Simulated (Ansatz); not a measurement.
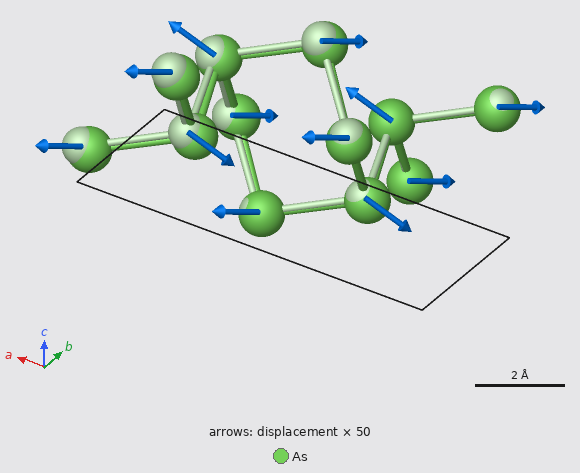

A slab of composition As at its r2SCAN-relaxed geometry, drawn pale, and a changed version of it, drawn solid. The blue arrows show how the atoms are displaced (without the part that the change of the cell carries along), magnified 50 times. A ball-and-stick model of the 2 × 1 repeat of the cell, outlined in the plane, without the vacuum, seen from a free direction.

These are results of DFT, PBE, plane waves, PAW in Ansatz, not measurements. Set-up: plane-wave cutoff 420 eV; k-point mesh 6 × 8 × 1; occupations fermi dirac; smearing width 0.02 eV; no spin polarisation.

### Describe the change and its computed effect.

The cell is strained by 0.0 % along the normal (+c) and −2.5 % across it (volume −4.9 %). The atoms were relaxed with r2SCAN under that strain, and this is a single point on that geometry. It costs 17.6 meV per atom. The largest forces, 0.38 eV/Å, act on 4 As atoms of the calculation's cell. The band gap: 0.92 eV before, 0.56 eV after. Near-neighbour distances before and after: As–As 2.469 → 2.443 to 2.466 Å. The space group stays Pmna (No. 53).
